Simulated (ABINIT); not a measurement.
**Geometry relaxation of AlNi (part 1 of 3)**

- system: AlNi (2 atoms in the cell)
- method: Kohn-Sham DFT of a periodic cell, LDA, PseudoDojo NC SR LDA v0.4.1 standard (ABINIT 10.8.3)

The structure derives from a Materials Project entry. The run did not end well.

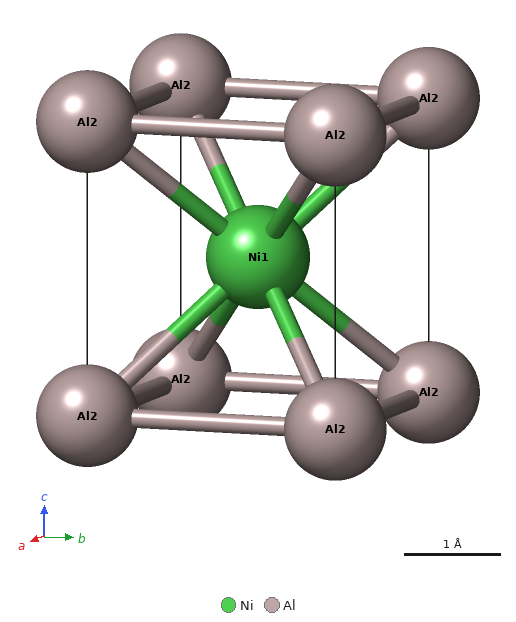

*The input geometry (ball-and-stick view of the cell of the calculation, seen slightly off an axis; atoms are numbered from 1 in the order of the input). An atom can appear more than once, as a periodic image.*

## Input
```
pp_dirpath "./"
pseudos "Ni.upf, Al.upf"

acell 5.2005201793 5.2005201793 5.8570739205
rprim
     0.7044681249    -0.7097356275     0.0000000000
     0.7044681249     0.7097356275     0.0000000000
     0.0000000000     0.0000000000     1.0000000000
ntypat 2
znucl 28 13
natom 2
typat 1 2
chkprim 0
chksymtnons 0
tolsym 1.0e-6
xred
            1/2            1/2            1/2
            0.0            0.0            0.0

ecut 49.0
ecutsm 0.5

kptopt 1
ngkpt 8 8 7
nshiftk 1
shiftk 0.0 0.0 0.0

ixc 7

nband 15
occopt 3
tsmear 0.05 eV

nsppol 2
spinat
     0.0000000000     0.0000000000     1.0000000000
     0.0000000000     0.0000000000     0.0000000000

nstep 80
tolvrs 1.0e-12

iomode 3
prteig 0
prtebands 0
prtwf 0
prtden 0

ionmov 2
optcell 2
ntime 50
tolmxf 2.0e-5
dilatmx 1.08
```

Hardware: 4 threads of Arm Neoverse V2, 24 GiB of memory available, shared host.

Command:
```bash
mpirun --bind-to none -np 4 abinit run.abi > log 2>&1
```

## Log
```
.Version 10.8.3 of ABINIT
 Symmetries : space group Cm m m (# 65); Bravais oC (1-face-center ortho.)
================================================================================
 Values of the parameters that define the memory need of the present run
     intxc =       0    ionmov =       2      iscf =       7    lmnmax =       6
     lnmax =       6     mgfft =      40  mpssoang =       3    mqgrid =    3001
     natom =       2  nloc_mem =       1    nspden =       2   nspinor =       1
    nsppol =       2      nsym =       8    n1xccc =    2501    ntypat =       2
    occopt =       3   xclevel =       1
       mpw =        3302          nfft =       51840          nkpt =          84
================================================================================
================================================================================

--------------------------------------------------------------------------------
------------- Echo of variables that govern the present computation ------------
--------------------------------------------------------------------------------
 -outvars: echo values of preprocessed input variables --------
            acell      5.2005201793E+00  5.2005201793E+00  5.8570739205E+00 Bohr
              amu      5.86900000E+01  2.69815390E+01
          chkprim           0
      chksymtnons           0
          dilatmx      1.08000000E+00
             ecut      4.90000000E+01 Hartree
           ecutsm      5.00000000E-01 Hartree
           ionmov           2
                       outvar_i_n : Printing only first  50 k-points.
              ixc           7
                       outvar_i_n : Printing only first  50 k-points.
         kptrlatt        8    0    0      0    8    0      0    0    7
          kptrlen      4.09995174E+01
            natom           2
            nband          15
            ngfft          36      36      40
             nkpt          84
           nspden           2
           nsppol           2
            nstep          80
             nsym           8
            ntime          50
           ntypat           2
                       prtocc : prtvol=0, do not print more k-points.
                       1.000000  1.000000  1.000000  1.000000  1.000000  1.000000
                       1.000000  1.000000  1.000000  1.000000  1.000000  0.000000
                       0.000000  0.000000  0.000000
                       1.000000  1.000000  1.000000  1.000000  1.000000  1.000000
                       1.000000  1.000000  1.000000  1.000000  1.000000  0.000000
                       0.000000  0.000000  0.000000
                       1.000000  1.000000  1.000000  1.000000  1.000000  1.000000
                       1.000000  1.000000  1.000000  1.000000  1.000000  0.000000
                       0.000000  0.000000  0.000000
                       1.000000  1.000000  1.000000  1.000000  1.000000  1.000000
                       1.000000  1.000000  1.000000  1.000000  1.000000  0.000000
                       0.000000  0.000000  0.000000
                       1.000000  1.000000  1.000000  1.000000  1.000000  1.000000
                       1.000000  1.000000  1.000000  1.000000  1.000000  0.000000
                       0.000000  0.000000  0.000000
                       1.000000  1.000000  1.000000  1.000000  1.000000  1.000000
                       1.000000  1.000000  1.000000  1.000000  1.000000  0.000000
                       0.000000  0.000000  0.000000
                       1.000000  1.000000  1.000000  1.000000  1.000000  1.000000
                       1.000000  1.000000  1.000000  1.000000  1.000000  0.000000
                       0.000000  0.000000  0.000000
                       1.000000  1.000000  1.000000  1.000000  1.000000  1.000000
                       1.000000  1.000000  1.000000  1.000000  1.000000  0.000000
                       0.000000  0.000000  0.000000
                       1.000000  1.000000  1.000000  1.000000  1.000000  1.000000
                       1.000000  1.000000  1.000000  1.000000  1.000000  0.000000
                       0.000000  0.000000  0.000000
                       1.000000  1.000000  1.000000  1.000000  1.000000  1.000000
                       1.000000  1.000000  1.000000  1.000000  1.000000  0.000000
                       0.000000  0.000000  0.000000
                       1.000000  1.000000  1.000000  1.000000  1.000000  1.000000
                       1.000000  1.000000  1.000000  1.000000  1.000000  0.000000
                       0.000000  0.000000  0.000000
                       1.000000  1.000000  1.000000  1.000000  1.000000  1.000000
                       1.000000  1.000000  1.000000  1.000000  1.000000  0.000000
                       0.000000  0.000000  0.000000
                       1.000000  1.000000  1.000000  1.000000  1.000000  1.000000
                       1.000000  1.000000  1.000000  1.000000  1.000000  0.000000
                       0.000000  0.000000  0.000000
                       1.000000  1.000000  1.000000  1.000000  1.000000  1.000000
                       1.000000  1.000000  1.000000  1.000000  1.000000  0.000000
                       0.000000  0.000000  0.000000
                       1.000000  1.000000  1.000000  1.000000  1.000000  1.000000
                       1.000000  1.000000  1.000000  1.000000  1.000000  0.000000
                       0.000000  0.000000  0.000000
                       1.000000  1.000000  1.000000  1.000000  1.000000  1.000000
                       1.000000  1.000000  1.000000  1.000000  1.000000  0.000000
                       0.000000  0.000000  0.000000
                       1.000000  1.000000  1.000000  1.000000  1.000000  1.000000
                       1.000000  1.000000  1.000000  1.000000  1.000000  0.000000
                       0.000000  0.000000  0.000000
                       1.000000  1.000000  1.000000  1.000000  1.000000  1.000000
                       1.000000  1.000000  1.000000  1.000000  1.000000  0.000000
                       0.000000  0.000000  0.000000
                       1.000000  1.000000  1.000000  1.000000  1.000000  1.000000
                       1.000000  1.000000  1.000000  1.000000  1.000000  0.000000
                       0.000000  0.000000  0.000000
                       1.000000  1.000000  1.000000  1.000000  1.000000  1.000000
                       1.000000  1.000000  1.000000  1.000000  1.000000  0.000000
                       0.000000  0.000000  0.000000
                       1.000000  1.000000  1.000000  1.000000  1.000000  1.000000
                       1.000000  1.000000  1.000000  1.000000  1.000000  0.000000
                       0.000000  0.000000  0.000000
                       1.000000  1.000000  1.000000  1.000000  1.000000  1.000000
                       1.000000  1.000000  1.000000  1.000000  1.000000  0.000000
                       0.000000  0.000000  0.000000
                       1.000000  1.000000  1.000000  1.000000  1.000000  1.000000
                       1.000000  1.000000  1.000000  1.000000  1.000000  0.000000
                       0.000000  0.000000  0.000000
                       1.000000  1.000000  1.000000  1.000000  1.000000  1.000000
                       1.000000  1.000000  1.000000  1.000000  1.000000  0.000000
                       0.000000  0.000000  0.000000
                       1.000000  1.000000  1.000000  1.000000  1.000000  1.000000
                       1.000000  1.000000  1.000000  1.000000  1.000000  0.000000
                       0.000000  0.000000  0.000000
                       1.000000  1.000000  1.000000  1.000000  1.000000  1.000000
                       1.000000  1.000000  1.000000  1.000000  1.000000  0.000000
                       0.000000  0.000000  0.000000
                       1.000000  1.000000  1.000000  1.000000  1.000000  1.000000
                       1.000000  1.000000  1.000000  1.000000  1.000000  0.000000
                       0.000000  0.000000  0.000000
                       1.000000  1.000000  1.000000  1.000000  1.000000  1.000000
                       1.000000  1.000000  1.000000  1.000000  1.000000  0.000000
                       0.000000  0.000000  0.000000
                       1.000000  1.000000  1.000000  1.000000  1.000000  1.000000
                       1.000000  1.000000  1.000000  1.000000  1.000000  0.000000
                       0.000000  0.000000  0.000000
                       1.000000  1.000000  1.000000  1.000000  1.000000  1.000000
                       1.000000  1.000000  1.000000  1.000000  1.000000  0.000000
                       0.000000  0.000000  0.000000
                       1.000000  1.000000  1.000000  1.000000  1.000000  1.000000
                       1.000000  1.000000  1.000000  1.000000  1.000000  0.000000
                       0.000000  0.000000  0.000000
                       1.000000  1.000000  1.000000  1.000000  1.000000  1.000000
                       1.000000  1.000000  1.000000  1.000000  1.000000  0.000000
                       0.000000  0.000000  0.000000
                       1.000000  1.000000  1.000000  1.000000  1.000000  1.000000
                       1.000000  1.000000  1.000000  1.000000  1.000000  0.000000
                       0.000000  0.000000  0.000000
                       1.000000  1.000000  1.000000  1.000000  1.000000  1.000000
                       1.000000  1.000000  1.000000  1.000000  1.000000  0.000000
                       0.000000  0.000000  0.000000
                       1.000000  1.000000  1.000000  1.000000  1.000000  1.000000
                       1.000000  1.000000  1.000000  1.000000  0.000000  0.000000
                       0.000000  0.000000  0.000000
                       1.000000  1.000000  1.000000  1.000000  1.000000  1.000000
                       1.000000  1.000000  1.000000  1.000000  0.000000  0.000000
                       0.000000  0.000000  0.000000
                       1.000000  1.000000  1.000000  1.000000  1.000000  1.000000
                       1.000000  1.000000  1.000000  1.000000  0.000000  0.000000
                       0.000000  0.000000  0.000000
                       1.000000  1.000000  1.000000  1.000000  1.000000  1.000000
                       1.000000  1.000000  1.000000  1.000000  0.000000  0.000000
                       0.000000  0.000000  0.000000
                       1.000000  1.000000  1.000000  1.000000  1.000000  1.000000
                       1.000000  1.000000  1.000000  1.000000  0.000000  0.000000
                       0.000000  0.000000  0.000000
                       1.000000  1.000000  1.000000  1.000000  1.000000  1.000000
                       1.000000  1.000000  1.000000  1.000000  0.000000  0.000000
                       0.000000  0.000000  0.000000
                       1.000000  1.000000  1.000000  1.000000  1.000000  1.000000
                       1.000000  1.000000  1.000000  1.000000  0.000000  0.000000
                       0.000000  0.000000  0.000000
                       1.000000  1.000000  1.000000  1.000000  1.000000  1.000000
                       1.000000  1.000000  1.000000  1.000000  0.000000  0.000000
                       0.000000  0.000000  0.000000
                       1.000000  1.000000  1.000000  1.000000  1.000000  1.000000
                       1.000000  1.000000  1.000000  1.000000  0.000000  0.000000
                       0.000000  0.000000  0.000000
                       1.000000  1.000000  1.000000  1.000000  1.000000  1.000000
                       1.000000  1.000000  1.000000  1.000000  0.000000  0.000000
                       0.000000  0.000000  0.000000
                       1.000000  1.000000  1.000000  1.000000  1.000000  1.000000
                       1.000000  1.000000  1.000000  1.000000  0.000000  0.000000
                       0.000000  0.000000  0.000000
                       1.000000  1.000000  1.000000  1.000000  1.000000  1.000000
                       1.000000  1.000000  1.000000  1.000000  0.000000  0.000000
                       0.000000  0.000000  0.000000
                       1.000000  1.000000  1.000000  1.000000  1.000000  1.000000
                       1.000000  1.000000  1.000000  1.000000  0.000000  0.000000
                       0.000000  0.000000  0.000000
                       1.000000  1.000000  1.000000  1.000000  1.000000  1.000000
                       1.000000  1.000000  1.000000  1.000000  0.000000  0.000000
                       0.000000  0.000000  0.000000
                       1.000000  1.000000  1.000000  1.000000  1.000000  1.000000
                       1.000000  1.000000  1.000000  1.000000  0.000000  0.000000
                       0.000000  0.000000  0.000000
                       1.000000  1.000000  1.000000  1.000000  1.000000  1.000000
                       1.000000  1.000000  1.000000  1.000000  0.000000  0.000000
                       0.000000  0.000000  0.000000
                       prtocc : prtvol=0, do not print more k-points.
           occopt           3
          optcell           2
           prtden           0
        prtebands           0
           prteig           0
            prtwf           0
            rprim      7.0446812490E-01 -7.0973562750E-01  0.0000000000E+00
                       7.0446812490E-01  7.0973562750E-01  0.0000000000E+00
                       0.0000000000E+00  0.0000000000E+00  1.0000000000E+00
          spgroup          65
           spinat      0.0000000000E+00  0.0000000000E+00  1.0000000000E+00
                       0.0000000000E+00  0.0000000000E+00  0.0000000000E+00
           tolmxf      2.00000000E-05
           tolsym      1.00000000E-06
           tolvrs      1.00000000E-12
           tsmear      1.83746611E-03 Hartree
            typat      1  2
                       outvars : Printing only first  50 k-points.
           xangst      1.9386939986E+00 -1.8154221850E-17  1.5497150196E+00
                       0.0000000000E+00  0.0000000000E+00  0.0000000000E+00
            xcart      3.6636006992E+00 -3.4306507326E-17  2.9285369602E+00
                       0.0000000000E+00  0.0000000000E+00  0.0000000000E+00
             xred      5.0000000000E-01  5.0000000000E-01  5.0000000000E-01
                       0.0000000000E+00  0.0000000000E+00  0.0000000000E+00
            znucl       28.00000   13.00000

================================================================================

 chkinp: Checking input parameters for consistency.
```
